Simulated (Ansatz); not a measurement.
## SrTiO$_{3}$: single-point calculation

- system: SrTiO$_{3}$ (Pm-3m, 5 atoms in the cell)
- method: DFT, LDA, all-electron LAPW, scalar-relativistic; levels at fixed fractional wave vectors of a strained or displaced cell, no spin polarisation (Ansatz 0.2.0)

The structure derives from an entry of the Crystallography Open Database. It belongs to a series of runs on one base structure; here: under 7 GPa.

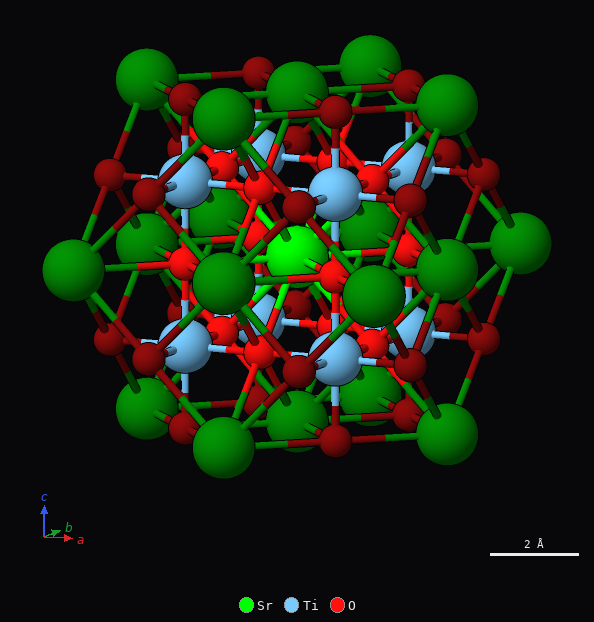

Fig. 1: The input geometry (ball-and-stick view of the cell of the calculation, seen at an oblique angle; neighbours outside the cell are drawn fainter). An atom can appear more than once, as a periodic image.

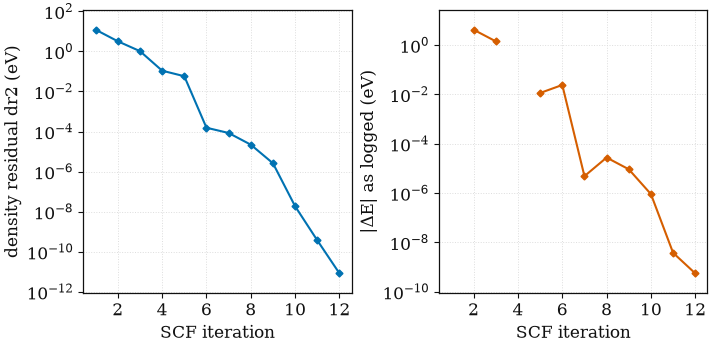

Fig. 2: Convergence of the self-consistent field: density residual dr2 and size of the energy change against the SCF iteration. The residual falls at every step.

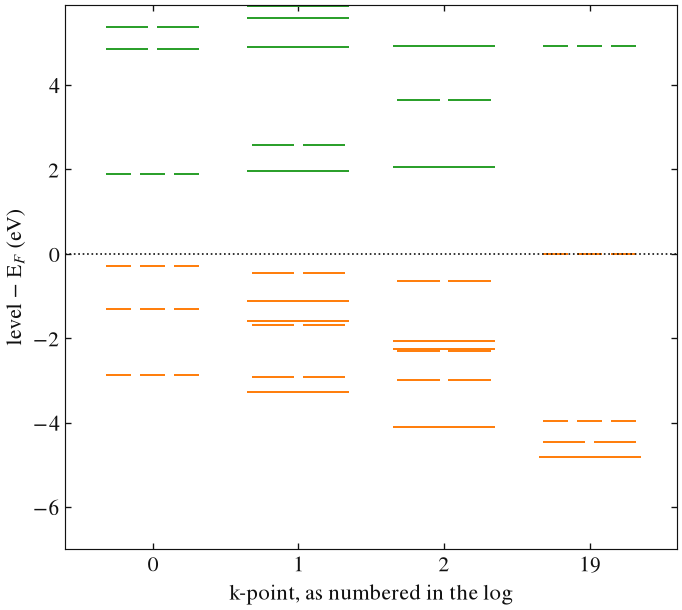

Fig. 3: Kohn–Sham levels near the Fermi level (dotted) at the few k-points that the log prints; levels within 0.02 eV of each other stand side by side. Among these points the highest filled and lowest empty levels are 1.90 eV apart, which is the gap on the mesh.

The input that produced these results follows, with the program's output.

Input
```yaml
crystal:
  lattice:
    - [3.81292310412, 0.0, 0.0]
    - [0.0, 3.81292310412, 0.0]
    - [0.0, 0.0, 3.81292310412]
  atoms:
    - { symbol: Sr, position: [0.5, 0.5, 0.5] }
    - { symbol: Ti, position: [0.0, 0.0, 0.0] }
    - { symbol: O, position: [0.5, 0.0, 0.0] }
    - { symbol: O, position: [0.0, 0.5, 0.0] }
    - { symbol: O, position: [0.0, 0.0, 0.5] }
kpoints:
  mp_grid: { grid: [6, 6, 6] }
scf:
  occupations: { method: fixed }
  convergence: { dr2_threshold: 1.0e-10 }
hamiltonian:
  xc: lda
  pseudopotentials: { kind: all_electron, lapw: { basis_error: 0.0005 } }
output:
  forces: true
  stress: true
  eigenstates:
    kpoints:
      - [0.0, 0.0, 0.0]
      - [0.5, 0.5, 0.5]
      - [-0.5, -0.5, 0.0]
      - [-0.5, 0.0, -0.5]
      - [0.0, -0.5, -0.5]
      - [0.0, -0.5, 0.0]
      - [0.0, 0.0, -0.5]
      - [-0.5, 0.0, 0.0]
  eigenvalues: true
```

Launch command:
```bash
ansatz run input.yaml --threads 1 --pin off --max-ram 3072MiB --backend cpu --events-out ev --progress --plain --runs-dir out
```

Output
```
LAPW: plane waves up to 10.985 Å⁻¹, error target 5.0e-4 eV per atom; small_component_spin mean_spin; O in spheres of 0.890 Å, 8 of its electrons in bands, Dirac shells []; Ti in spheres of 1.016 Å, 20 of its electrons in bands, Dirac shells []; Sr in spheres of 1.028 Å, 28 of its electrons in bands, Dirac shells [] (how accurate: hamiltonian.pseudopotentials.lapw.basis_error, Limitations)
Engine: ansatz 0.2.0, aarch64-unknown-linux-gnu
Pseudopotentials: kind: all_electron
Pseudopotential: Sr, LAPW, valence charge 28, lapw/all_electron/scalar/gaussian/Sr, Koelling and Harmon's equation, gaussian nucleus
Pseudopotential: Ti, LAPW, valence charge 20, lapw/all_electron/scalar/gaussian/Ti, Koelling and Harmon's equation, gaussian nucleus
Pseudopotential: O, LAPW, valence charge 8, lapw/all_electron/scalar/gaussian/O, Koelling and Harmon's equation, gaussian nucleus
Functional definition: SPW92
  exchange = slater_x
  correlation = pw_c
davidson cushion auto → on  (no smearing: the cushion is to keep the highest requested band from converging to the state above it; pin scf.eigensolver.cushion to override)
Crystal: 5 atoms, lattice volume = 55.434 Å³
Basis set: ecut = 459.73463471879825 eV, 1237 PW (Γ), exchange–correlation at level 2
Bands: 44, of which v1, the nominal top of the filled ones, is band 36 counted from 1 (35 counted from 0)
Symmetry: 48 space group operations
Space group: Pm-3m (ITA 221), of the structure as read, at distance tolerance 3.8e-5 Å
k-points: 20 of 216
Non-local potential: Sr, projectors of the file, none
Non-local potential: Ti, projectors of the file, none
Non-local potential: O, projectors of the file, none
Initial density: superposition of atomic densities (chi_scale 0.1, normalization cell, long waves kept (reshape's long-wave potential 0.00 eV rms))
Initial wavefunctions: plane waves of lowest kinetic energy (no species holds an atomic orbital)
Functional: x = slater, c = lda
iter 1 solved again at ethr=1.69e-2 eV; its pass at ethr=1.00e-1 eV (dr2=1.21e1 eV) is discarded
SCF iter   1: F=—  HF=-115727.119918 eV  |F-HF|=—  |Δ(HF+E_count)|=         —  Δρ=1.44e-1  dr2=1.21e1  ethr=1.69e-2  ⟨swp⟩=2.0  Hψ=5576  notcnv=0
preconditioner: auto → Resta (q_TF=auto, 2.850 Å⁻¹)  ε∞=3.3  [insulator: Δε(μ)=5.839 eV  Ē_g=20.471 eV  n_scr=18 (ndim 8)  ℏωp=30.7 eV  f_vac=0.000  ε∞_Penn≈3.3]
SCF iter   2: F=—  HF=-115722.878481 eV  |F-HF|=—  |Δ(HF+E_count)|=    4.24e0  Δρ=6.69e-2  dr2=3.20e0  ethr=1.68e-2  ⟨swp⟩=3.0  Hψ=2806  notcnv=0
SCF iter   3: F=—  HF=-115721.445672 eV  |F-HF|=—  |Δ(HF+E_count)|=    1.43e0  Δρ=4.06e-2  dr2=1.03e0  ethr=4.45e-3  ⟨swp⟩=3.0  Hψ=2729  notcnv=0
SCF iter   4: F=—  HF=-115721.175672 eV  |F-HF|=—  |Δ(HF+E_count)|=         —  Δρ=1.14e-2  dr2=1.09e-1  ethr=1.43e-3  ⟨swp⟩=3.0  Hψ=2776  notcnv=0
the basis was enlarged: its passes take 165.8 KiB over the memory plan, 1 of 1 planned eigensolver slots
SCF iter   5: F=—  HF=-115721.164179 eV  |F-HF|=—  |Δ(HF+E_count)|=   1.15e-2  Δρ=8.75e-3  dr2=5.77e-2  ethr=1.51e-4  ⟨swp⟩=3.0  Hψ=2828  notcnv=0
iter 6 solved again at ethr=2.16e-7 eV; its pass at ethr=8.01e-5 eV (dr2=1.56e-4 eV) is discarded
SCF iter   6: F=—  HF=-115721.139874 eV  |F-HF|=—  |Δ(HF+E_count)|=   2.43e-2  Δρ=5.33e-4  dr2=1.55e-4  ethr=2.16e-7  ⟨swp⟩=3.0  Hψ=4836  notcnv=0  defer=1
SCF iter   7: F=—  HF=-115721.139879 eV  |F-HF|=—  |Δ(HF+E_count)|=   4.86e-6  Δρ=3.49e-4  dr2=8.48e-5  ethr=2.15e-7  ⟨swp⟩=3.0  Hψ=2922  notcnv=0
SCF iter   8: F=—  HF=-115721.139851 eV  |F-HF|=—  |Δ(HF+E_count)|=   2.76e-5  Δρ=1.74e-4  dr2=2.21e-5  ethr=1.18e-7  ⟨swp⟩=2.5  Hψ=2777  notcnv=0
SCF iter   9: F=—  HF=-115721.139842 eV  |F-HF|=—  |Δ(HF+E_count)|=   9.25e-6  Δρ=5.91e-5  dr2=2.61e-6  ethr=3.06e-8  ⟨swp⟩=3.0  Hψ=2808  notcnv=0
SCF iter  10: F=—  HF=-115721.139841 eV  |F-HF|=—  |Δ(HF+E_count)|=   9.07e-7  Δρ=4.63e-6  dr2=1.86e-8  ethr=3.63e-9  ⟨swp⟩=3.0  Hψ=2838  notcnv=0
SCF iter  11: F=—  HF=-115721.139841 eV  |F-HF|=—  |Δ(HF+E_count)|=   3.77e-9  Δρ=7.68e-7  dr2=3.72e-10  ethr=2.58e-11  ⟨swp⟩=3.0  Hψ=2890  notcnv=0
SCF iter  12: F=-115721.139841 eV  HF=-115721.139841 eV  |F-HF|=7.28e-11  |Δ(HF+E_count)|=  5.53e-10  Δρ=1.41e-7  dr2=8.33e-12  ethr=1.58e-11 (applied; sched 1.00e-12)  ⟨swp⟩=2.0  Hψ=2760  notcnv=0
SCF 1 converged in 12 iterations: F = -115721.139841 eV  dr2 = 8.33e-12
NSCF: frozen V_eff on 8 k-points
SCF converged after 12 iterations
Free energy (F): -115721.139841 eV
Harris-Foulkes:  -115721.139841 eV  (|F-HF|=7.28e-11)
Internal energy: -115721.139841 eV  (E = F + TS)
E sigma→0 (E₀):  -115721.139841 eV
Fermi energy:    11.710933 eV
--- Per-component energies (eV) ---
  E_band       = -9758.700583
  E_kinetic    = 118453.784828
  E_xc         = -4526.097928
  E_electrostatic = -229648.826741  (all electrons and nuclei)
  E_smearing   = -0.000000  (= −TS)
  E_closure    = 0.000000  (closes the sum)
  E_atoms      = -115677.892238  (free atoms, spherical and without spin; not in F)
  Σ components = -115721.139841   (vs F -115721.139841, Δ=0.00e0)
  Basis errors (estimates in eV, not in F): energy 2.2e-4 per atom: plane waves 2.1e-4 (1.2e-4 summed), levels above the bands 0.0e0, relativity 1.2e-8, radial functions 1.8e-5, core shells 1.3e-13; eigenvalues (radial functions only) 1.8e-6; not estimated: angular momenta, meshes, grids; target (lapw.basis_error) 5.0e-4; muffin-tin radii O 0.890 Å, Ti 1.016 Å, Sr 1.028 Å
--- Forces (eV/Å), atoms counted from 1 ---
  atom   1  Sr    -0.00000000    -0.00000000     0.00000000
  atom   2  Ti     0.00000000    -0.00000000     0.00000000
  atom   3  O     -0.00000000    -0.00000000    -0.00000000
  atom   4  O      0.00000000    -0.00000000    -0.00000000
  atom   5  O      0.00000000    -0.00000000    -0.00000000
  max |Σ_I F_I| component: 2.56e-30 eV/Å
--- Stress (GPa, compression-positive) ---
        7.140833      -0.000000       0.000000
       -0.000000       7.140833      -0.000000
        0.000000      -0.000000       7.140833
  P = ⅓ Tr σ = 7.1408 GPa (71.408 kbar)
--- Band table (eV; the first three rows and the last of 20) ---
  k-point 0: bands = ["-517.1916", "-488.2885", "-488.2885", "-488.2885", "-425.5871", "-425.5871", "-425.5871", "-312.0266", "-235.0629", "-235.0629", "-235.0629", "-107.6305", "-107.6305", "-107.6295", "-107.6295", "-107.6295", "-43.7683", "-20.5939", "-20.4173", "-20.4173", "-20.4173", "-5.6847", "-4.6139", "-4.6139", "-2.6563", "-2.6563", "-2.6563", "8.8408", "8.8408", "8.8408", "10.3925", "10.3925", "10.3925", "11.4155", "11.4155", "11.4155", "13.6095", "13.6095", "13.6095", "16.5645", "16.5645", "17.0913", "17.0913", "18.3651"]
  k-point 1: bands = ["-517.1916", "-488.2885", "-488.2885", "-488.2885", "-425.5871", "-425.5871", "-425.5871", "-312.0266", "-235.0629", "-235.0629", "-235.0629", "-107.6305", "-107.6305", "-107.6295", "-107.6295", "-107.6295", "-43.7677", "-20.6219", "-20.4161", "-20.4161", "-20.4059", "-5.7212", "-4.6006", "-4.5877", "-2.6400", "-2.6400", "-2.4331", "8.4464", "8.7991", "8.7991", "10.0128", "10.0128", "10.1196", "10.5859", "11.2508", "11.2508", "13.6599", "14.2782", "14.2782", "16.6169", "17.2975", "17.5822", "17.6581", "19.0370"]
  k-point 2: bands = ["-517.1916", "-488.2885", "-488.2885", "-488.2885", "-425.5871", "-425.5871", "-425.5871", "-312.0266", "-235.0629", "-235.0629", "-235.0629", "-107.6305", "-107.6305", "-107.6295", "-107.6295", "-107.6295", "-43.7665", "-20.6752", "-20.4138", "-20.4138", "-20.3850", "-5.9021", "-4.5737", "-4.3185", "-2.6069", "-2.6069", "-2.0661", "7.5969", "8.7229", "8.7229", "9.4022", "9.4022", "9.4635", "9.6512", "11.0703", "11.0703", "13.7652", "15.3615", "15.3615", "16.6443", "18.4874", "18.6329", "18.7883", "20.0441"]
  k-point 19: bands = ["-517.1916", "-488.2885", "-488.2885", "-488.2885", "-425.5871", "-425.5871", "-425.5871", "-312.0266", "-235.0629", "-235.0629", "-235.0629", "-107.6305", "-107.6305", "-107.6295", "-107.6295", "-107.6295", "-43.7612", "-20.5108", "-20.5108", "-20.5108", "-20.5022", "-4.0840", "-4.0840", "-4.0840", "-3.0328", "-3.0328", "-3.0328", "6.9033", "7.2553", "7.2553", "7.7491", "7.7491", "7.7491", "11.7109", "11.7109", "11.7109", "16.6396", "16.6396", "16.6396", "18.8907", "18.8907", "18.8907", "20.9985", "20.9985"]
```

Results in brief

| quantity | value |
| --- | --- |
| outcome | converged |
| space group (tolerance 0.01 Å) | Pm-3m (221) |
| electrons in bands (core shells apart) | 72 |
| free energy | −115721.1398 eV |
| Fermi energy | 11.711 eV |
| gap on the k-point mesh | 1.90 eV |
| pressure | 7.14 GPa |
| largest force (length of the vector) | under 0.001 eV/Å |
| hardware | 1 thread of Arm Neoverse V1, 24 GiB of memory available, shared host |
| wall time | 41 s |
| peak memory | 0.47 GiB |

Notes

The cell is under a pressure of 7.1 GPa at this level, so it is not at its equilibrium volume.
